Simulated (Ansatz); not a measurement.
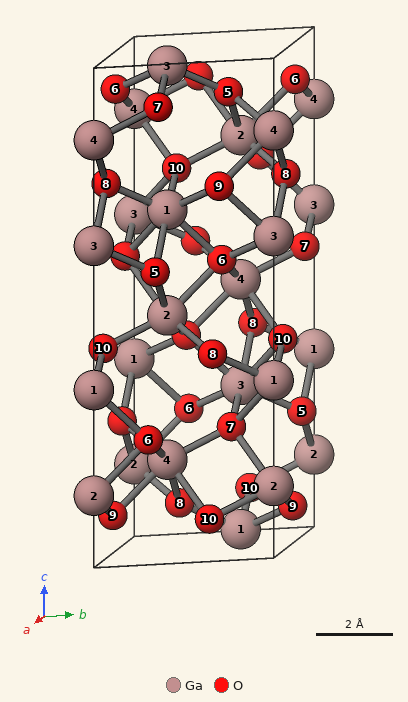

**Figure 1.** The input geometry (ball-and-stick view of the cell 3 times as large as that of the calculation, set on its symmetry axes, seen slightly off an axis; atoms are numbered from 1 in the order of the input).

Single-point calculation, with input and output: Ga2O3

The run: single-point calculation of Ga2O3 (R-3c, 10 atoms in the cell). Method and program: DFT PBEsol, scalar-relativistic, plane waves, PAW, no spin polarisation (Ansatz 0.2.0).

The structure derives from an entry of the Crystallography Open Database. Figures and captions count atoms from 1; the log counts them from 0 in places.

### Output
```
scf.n_extra_bands = 8 over 44 filled bands (N_el = 88.0): the run solves 52 bands
Engine: ansatz 0.2.0, aarch64-unknown-linux-gnu
Pseudopotentials: kind: paw
Pseudopotential: Ga, paw, valence charge 13, recommended cutoff 420 eV (normal), Ga.paw.azcp
Pseudopotential: O, paw, valence charge 6, recommended cutoff 420 eV (normal), O.paw.azcp
Functional definition: PBEsol
  exchange = pbesol_x
  correlation = pbesol_c
Crystal: 10 atoms, lattice volume = 97.070 Å³
Basis set: ecut = 420 eV, 1899 PW (Γ), exchange–correlation on 72×72×72 points (8 copies of the dense FFT grid, shifted against one another)
Bands: 52, of which v1, the nominal top of the filled ones, is band 44 counted from 1 (43 counted from 0)
Symmetry: 12 space group operations
Space group: R-3c (ITA 167), of the structure as read, at distance tolerance 4.6e-5 Å
k-points: 32 of 216
Non-local potential: Ga, projectors of the file, l = 0: 2, l = 1: 2, l = 2: 3, l = 3: 1
Non-local potential: O, projectors of the file, l = 0: 2, l = 1: 2, l = 2: 1
PAW form: soft (Blöchl's): semilocal exchange-correlation on the pseudo side does not see the compensation charge
PAW frozen core: Ga, regenerated for the run's functional, and the local potential with it (the file was generated under x = pbe(κ = 0.804, μ = 0.2195149727645171), c = pbe(β = 0.06672455060314922))
PAW frozen core: O, regenerated for the run's functional, and the local potential with it (the file was generated under x = pbe(κ = 0.804, μ = 0.2195149727645171), c = pbe(β = 0.06672455060314922))
PAW one-centre angular grid: Ga, 590 points (default); XC on 64 Gauss nodes
PAW one-centre angular grid: O, 110 points (default); XC on 64 Gauss nodes
Initial density: superposition of atomic densities (neutral atoms: chi_scale 0, normalization atom), corrected by the library's trained network
Initial wavefunctions: pseudopotential atomic-orbital guess
Functional: x = pbesol(κ = 0.804, μ = 0.12345679012345678), c = pbesol(β = 0.046)
SCF iter   1: F=—  HF=-18341.820951 eV  |F-HF|=—  |Δ(HF+E_count)|=         —  Δρ=1.73e-2  dr2=2.18e-1  ethr=1.77e-3  ⟨swp⟩=6.6  Hψ=6011  notcnv=0  defer=2
preconditioner: auto → Resta (q_TF=auto, 2.684 Å⁻¹)  ε∞=5.2  [insulator: Δε(μ)=2.562 eV  Ē_g=17.301 eV  σ=0.020 eV  W_gap=1.00  n_scr=26 (ndim 8)  ℏωp=35.4 eV  f_vac=0.015  D(μ)=0.00/eV (n_scr^D=0)  ε∞_Penn≈5.2]
SCF iter   2: F=—  HF=-18341.756073 eV  |F-HF|=—  |Δ(HF+E_count)|=   6.49e-2  Δρ=2.33e-3  dr2=2.92e-3  ethr=2.48e-4  ⟨swp⟩=2.1  Hψ=2621  notcnv=0  defer=83
SCF iter   3: F=—  HF=-18341.755995 eV  |F-HF|=—  |Δ(HF+E_count)|=   7.86e-5  Δρ=1.15e-3  dr2=7.12e-4  ethr=3.32e-6  ⟨swp⟩=2.0  Hψ=2303  notcnv=0  defer=83
SCF iter   4: F=—  HF=-18341.756127 eV  |F-HF|=—  |Δ(HF+E_count)|=   1.33e-4  Δρ=4.57e-4  dr2=1.25e-4  ethr=8.09e-7  ⟨swp⟩=2.7  Hψ=3189  notcnv=0  defer=83
SCF iter   5: F=—  HF=-18341.756075 eV  |F-HF|=—  |Δ(HF+E_count)|=   5.19e-5  Δρ=1.00e-4  dr2=9.61e-6  ethr=1.42e-7  ⟨swp⟩=2.8  Hψ=3372  notcnv=0  defer=83
SCF iter   6: F=—  HF=-18341.756087 eV  |F-HF|=—  |Δ(HF+E_count)|=   1.19e-5  Δρ=2.13e-5  dr2=2.60e-7  ethr=1.09e-8  ⟨swp⟩=2.0  Hψ=2989  notcnv=0  defer=83
SCF iter   7: F=-18341.756087 eV  HF=-18341.756087 eV  |F-HF|=9.19e-9  |Δ(HF+E_count)|=   3.69e-8  Δρ=4.03e-6  dr2=1.50e-8  ethr=1.14e-10  ⟨swp⟩=13.2  Hψ=11184  notcnv=0
SCF 1 converged in 7 iterations: F = -18341.756087 eV  dr2 = 1.50e-8
  greatest PAW one-centre occupation: 0.998 electrons in one spin orbital (limit 2), on the Ga atom at site 3 (counted from 0), in its partial waves of l = 2
```

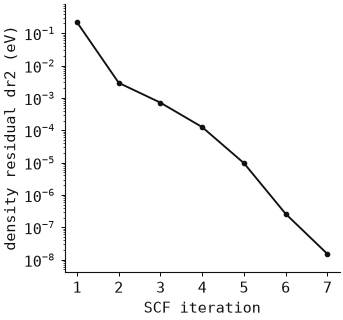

**Figure 2.** Convergence of the self-consistent field: density residual dr2 against the SCF iteration. The residual falls at every step.

```
NSCF: frozen V_eff on 9 k-points
SCF converged after 7 iterations
Free energy (F): -18341.756087 eV
Harris-Foulkes:  -18341.756087 eV  (|F-HF|=9.19e-9)
Internal energy: -18341.756087 eV  (E = F + TS)
E sigma→0 (E₀):  -18341.756087 eV
Fermi energy:    10.342794 eV
--- Per-component energies (eV) ---
  E_band       = -5.554963
  E_kinetic    = 1518.892055
  E_local      = -8529.641518  (includes V_loc(G=0)·N_el)
  E_nonlocal   = 2029.027024
  E_hartree    = 3846.311650
  E_xc         = -705.554443
  E_vxc        = -788.042737  (∫ρ·V_xc dr)
  E_paw        = -8753.101968  (= ΣΔE_a)
  E_vpaw       = -1928.432130  (= ΣTr[D̂ρ^β])
  E_aug_tail   = 0.014500  (compensation charges beyond the density's cutoff)
  E_ewald      = -7751.367027
  E_core_change = 3.663639  (= ΣΔE_core)
  E_smearing   = -0.000000  (= −TS)
  E_closure    = 0.000000  (closes the sum)
  Σ components = -18341.756087   (vs F -18341.756087, Δ=0.00e0)
--- Forces (eV/Å), atoms counted from 1 ---
  atom   1  Ga    -0.00000000     0.00000000    -0.00000824
  atom   2  Ga    -0.00000000    -0.00000000     0.00000824
  atom   3  Ga     0.00000000    -0.00000000     0.00000824
  atom   4  Ga     0.00000000     0.00000000    -0.00000824
  atom   5  O      0.00008101     0.00000000     0.00000000
  atom   6  O     -0.00004050     0.00007015     0.00000000
  atom   7  O     -0.00004050    -0.00007015    -0.00000000
  atom   8  O     -0.00008101     0.00000000    -0.00000000
  atom   9  O      0.00004050    -0.00007015    -0.00000000
  atom  10  O      0.00004050     0.00007015     0.00000000
  max |Σ_I F_I| component: 6.95e-18 eV/Å
--- Stress (GPa, compression-positive) ---
        0.003638      -0.000000       0.000000
        0.000000       0.003638       0.000000
        0.000000       0.000000       0.003216
  P = ⅓ Tr σ = 0.0035 GPa (0.035 kbar)
--- Band table (eV; the first three rows and the last of 32) ---
  k-point 0: bands = ["-9.9276", "-7.9078", "-7.9078", "-7.8734", "-7.8539", "-7.8539", "-3.6928", "-3.6928", "-3.6008", "-3.6008", "-3.5293", "-3.5004", "-3.4535", "-3.4535", "-3.4158", "-3.4158", "-3.3612", "-3.3612", "-3.2860", "-3.2844", "-3.2844", "-3.2792", "-3.0388", "-3.0388", "-2.4243", "-2.4243", "1.7394", "2.4062", "3.6812", "3.6812", "4.7004", "5.0186", "5.3599", "5.3599", "5.6620", "7.9754", "7.9754", "8.4528", "8.4528", "8.6551", "8.6732", "8.6732", "8.7374", "8.7374", "11.6910", "15.5748", "15.6579", "17.7577", "19.0137", "19.0137", "19.1975", "19.7657"]
  k-point 1: bands = ["-9.8011", "-8.0380", "-7.9199", "-7.9137", "-7.8658", "-7.8406", "-3.6781", "-3.6751", "-3.5985", "-3.5929", "-3.5296", "-3.5011", "-3.4466", "-3.4447", "-3.4284", "-3.4222", "-3.3727", "-3.3656", "-3.2995", "-3.2850", "-3.2823", "-3.2243", "-3.0738", "-3.0351", "-2.5417", "-2.4629", "1.9029", "2.3719", "3.2979", "4.1883", "4.3681", "5.1732", "5.6265", "5.9924", "6.2697", "7.2102", "7.8545", "7.9598", "8.2205", "8.4296", "8.4597", "8.5423", "8.8046", "8.9173", "12.5475", "15.4752", "16.0257", "17.3944", "18.1440", "18.7381", "19.7231", "19.7749"]
  k-point 2: bands = ["-9.4465", "-8.4217", "-7.9527", "-7.9397", "-7.8761", "-7.8558", "-3.6520", "-3.6299", "-3.5814", "-3.5753", "-3.5280", "-3.5093", "-3.4649", "-3.4600", "-3.4253", "-3.4224", "-3.3826", "-3.3682", "-3.3247", "-3.2880", "-3.2792", "-3.1774", "-3.0597", "-3.0099", "-2.7544", "-2.5967", "2.2089", "2.7096", "2.7772", "4.2641", "4.9481", "5.6481", "5.7463", "6.4309", "6.8174", "6.9667", "7.2879", "7.3402", "7.9889", "8.0301", "8.2595", "8.3407", "8.7972", "8.9349", "14.0313", "15.3496", "16.0087", "16.6180", "18.0598", "18.3606", "19.6193", "20.1969"]
  k-point 31: bands = ["-9.0323", "-9.0323", "-7.8837", "-7.8837", "-7.8837", "-7.8837", "-3.6071", "-3.6071", "-3.6071", "-3.6071", "-3.5915", "-3.5915", "-3.4662", "-3.4662", "-3.4662", "-3.4662", "-3.2982", "-3.2982", "-3.2982", "-3.2982", "-3.2204", "-3.2204", "-2.8257", "-2.8257", "-2.8257", "-2.8257", "2.7294", "2.7294", "4.5579", "4.5579", "5.0430", "5.0430", "5.0430", "5.0430", "6.4792", "6.4792", "7.4962", "7.4962", "7.4962", "7.4962", "8.6897", "8.6897", "8.6897", "8.6897", "14.7528", "14.7528", "16.7425", "16.7425", "18.2922", "18.2922", "20.3886", "20.3886"]
```

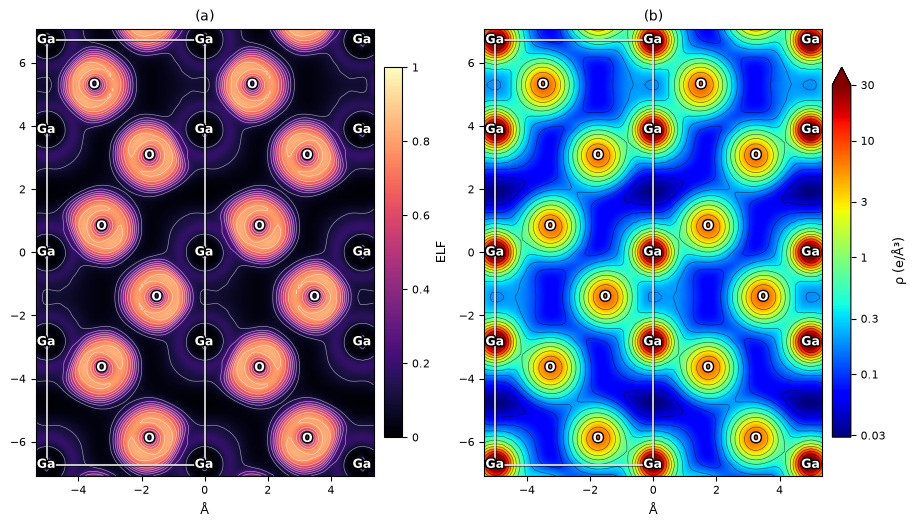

**Figure 3.** (a) ELF; (b) valence electron density on the (100) plane of the conventional cell. The section cuts through Ga and O sites. Ga–O (1.93 Å): ρ is about 0.69 e/Å³ halfway; the ELF is about 0.35 at the midpoint. Ga–O (2.08 Å): the density is about 0.5 e/Å³ at the midpoint; the ELF is about 0.30 at the midpoint. Away from the nuclei the density in this plane falls to 0.03 e/Å³ at its lowest. Core electrons are frozen (PAW), so the fields are smoothed inside the atomic spheres.

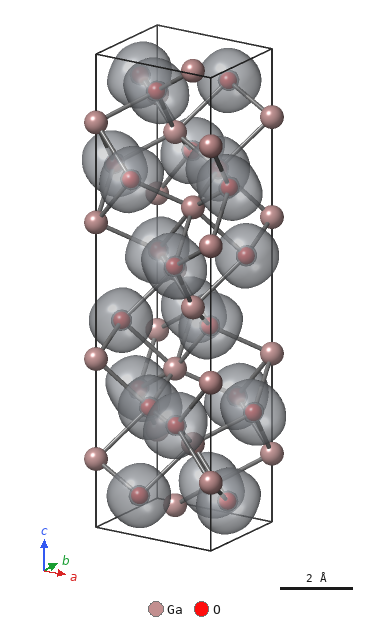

**Figure 4.** Isosurface of the ELF at 0.6 (grey), seen slightly off an axis. Only the valence region is drawn (cores and ρ < 0.01 e/Å³ removed). Sticks mark near contacts. The outline is the cell set on symmetry axes. Values along the shortest contacts: Ga–O (1.93 Å): the ELF is about 0.35 at the midpoint. Ga–O (2.08 Å): the ELF is about 0.30 at the midpoint.

This output came from the following input.

### The input
```yaml
crystal:
  lattice:
    - [2.5001693907, 1.4434734707, 4.4828774108]
    - [-2.5001693907, 1.4434734707, 4.4828774108]
    - [0.0, -2.8869469415, 4.4828774108]
  atoms:
    - { symbol: Ga, position: [0.3557027802, 0.3557027802, 0.3557027802] }
    - { symbol: Ga, position: [0.1442972198, 0.1442972198, 0.1442972198] }
    - { symbol: Ga, position: [0.6442972198, 0.6442972198, 0.6442972198] }
    - { symbol: Ga, position: [0.8557027802, 0.8557027802, 0.8557027802] }
    - { symbol: O, position: [0.5527841072, 0.9472158928, 0.25] }
    - { symbol: O, position: [0.25, 0.5527841072, 0.9472158928] }
    - { symbol: O, position: [0.9472158928, 0.25, 0.5527841072] }
    - { symbol: O, position: [0.4472158928, 0.0527841072, 0.75] }
    - { symbol: O, position: [0.75, 0.4472158928, 0.0527841072] }
    - { symbol: O, position: [0.0527841072, 0.75, 0.4472158928] }
basis:
  ecutwfc: 420
kpoints:
  mp_grid: { grid: [6, 6, 6] }
  band_path:
    path:
      - [0.0, 0.0, 0.0]
      - [0.5, 0.5, 0.5]
      - [0.764211917, 0.235788083, 0.5]
      - [0.5, -0.235788083, 0.235788083]
      - [0.5, 0.0, 0.0]
      - [0.3678940415, -0.3678940415, 0.0]
      - [0.6321059585, 0.0, 0.3678940415]
      - [0.5, 0.0, 0.5]
      - [0.0, 0.166667, -0.166667]
    npoints: 1
hamiltonian:
  xc: pbesol
scf:
  occupations: { method: gaussian, width: 0.02 }
  n_extra_bands: 8
output:
  forces: true
  stress: true
  eigenvalues: true
  write_density: true
  write_potential: true
  elf: true
  volumetric_format: npy
```

Command:
```bash
ansatz run input.yaml --threads 2 --pin off --max-ram 5120MiB --backend cpu --events-out ev --progress --plain --runs-dir out
```

### Results in brief

- outcome: converged
- space group (tolerance 0.01 Å): R-3c (167)
- electrons treated: 88
- free energy: −18341.7561 eV
- Fermi energy: 10.343 eV
- gap on the k-point mesh: 2.70 eV
- gap on the band path: 2.70 eV
- pressure: 0.00 GPa
- largest force (length of the vector): under 0.001 eV/Å
- hardware: 2 threads of Arm Neoverse N1, 16 GiB of memory available, shared host
- wall time: 13 s (CPU time 26 s)
- peak memory: 0.44 GiB
